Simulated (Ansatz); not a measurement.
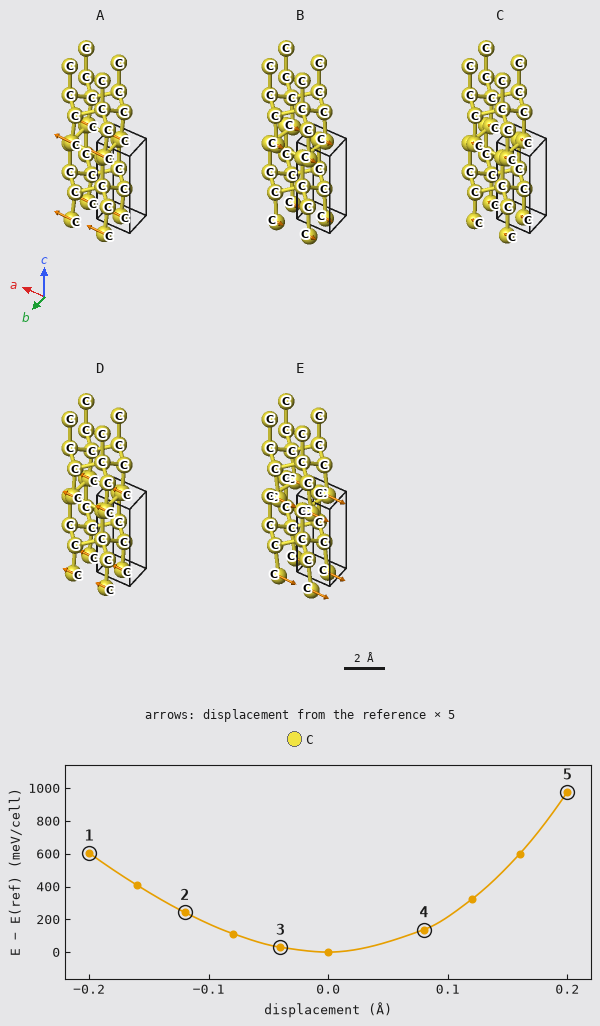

Crystalline C (P6_3/mmc): a C atom (one in each cell of 4 atoms) is moved towards the nearest copy of atom 4 (C) at 1.534 Å, all else fixed. The frames are shuffled; the numbered points of the plot belong to them. The picture is a ball-and-stick view of the cell of the calculation, repeated 2 × 2 × 2 with one cell outlined, seen from a free direction. Orange arrows: displacements from the reference.

Level of theory: Ansatz 0.2.0, DFT PBEsol, scalar-relativistic, plane waves, PAW. Settings: plane-wave cutoff 420 eV; k-point mesh 12 × 12 × 6; occupations gaussian; smearing width 0.05 eV; no spin polarisation. Energies (free energies at the smearing named) are counted from the relaxed crystal.

Which frame belongs to which numbered point?

Answer. Point 1 is frame A (the displacement −0.20 Å, 604 meV/cell); 2 is frame D (the displacement −0.12 Å, 242 meV/cell); 3 is frame C (the displacement −0.04 Å, 30 meV/cell); 4 is frame B (the displacement 0.08 Å, 137 meV/cell); 5 is frame E (the displacement 0.20 Å, 976 meV/cell). Of the computed points the lowest is at the displacement 0.00 Å, 0 meV/cell. The curvature at zero is about 39 eV/Å². The well is lopsided: at ±0.20 Å the energy is 1.6 times higher on the positive side. At the highest point the shortest interatomic distance is 1.33 Å, against 1.53 Å in the reference. The distortion takes the space group from P6_3/mmc to Cm.
